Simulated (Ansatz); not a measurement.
```cif
data_structure
_symmetry_space_group_name_H-M 'P 1'
_symmetry_Int_Tables_number 1
_cell_length_a 3.5300
_cell_length_b 4.0110
_cell_length_c 5.2430
_cell_angle_alpha 90.000
_cell_angle_beta 100.690
_cell_angle_gamma 90.000
_cell_volume 72.95
loop_
_atom_site_label
_atom_site_type_symbol
_atom_site_fract_x
_atom_site_fract_y
_atom_site_fract_z
_atom_site_occupancy
Ag1 Ag 0.15700 0.25000 0.21000 1
Ag2 Ag 0.84300 0.75000 0.79000 1
Cl1 Cl 0.30800 0.25000 0.70500 1
Cl2 Cl 0.69200 0.75000 0.29500 1
```

Space group P2_1/m; not relaxed (largest force 0.9 eV/Å); the calculation finds a residual pressure of about 10 GPa at this fixed cell.

These are results of DFT PBE, scalar-relativistic, plane waves, PAW (Ansatz 0.2.0), not measurements.

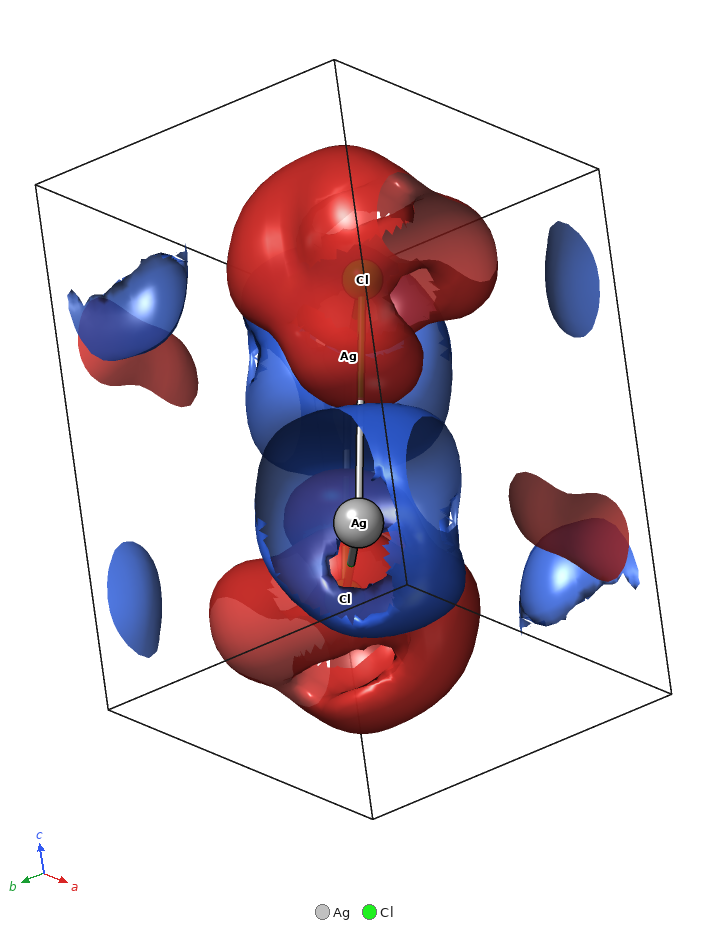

AgCl. Density of the crystal less the sum of free-atom densities: red surfaces at +0.02 and blue ones at −0.02 e/Å³, in the conventional cell seen at an oblique angle (the regions close to the nuclei are left out). Cores are masked to 0.9 Å (Ag) and 0.7 Å (Cl).

In a PAW calculation such maps are meaningful between the atoms, not at the nuclei.

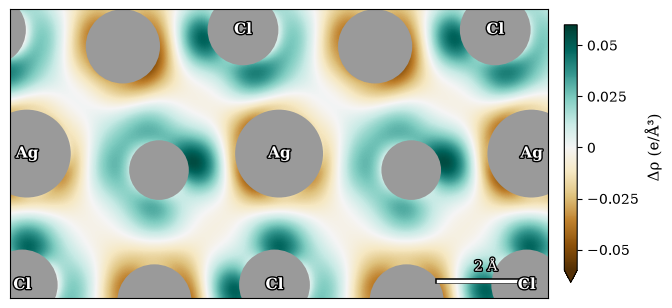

The same field as a map on the (110) plane of the conventional cell, with grey discs over the atomic cores.

Question: Read the map: where is density gained and where lost?

Answer: Ag–Cl (2.55 Å): Δρ is +0.02 e/Å³ at the midpoint (this contact isn't in the plane drawn).
Ag–Ag (3.03 Å): Δρ is about zero at the midpoint (this contact isn't in the plane drawn).
Over the whole cell, outside the masked cores, the largest gain, 0.06 e/Å³, lies 0.9 Å from a chlorine nucleus, and the largest loss lies at the edge of the masked core of Ag.
The rearranged charge, half the integral of |Δρ|, is about 0.12 e an atom.
Bader charges: Ag +0.54 and Cl −0.54 e.
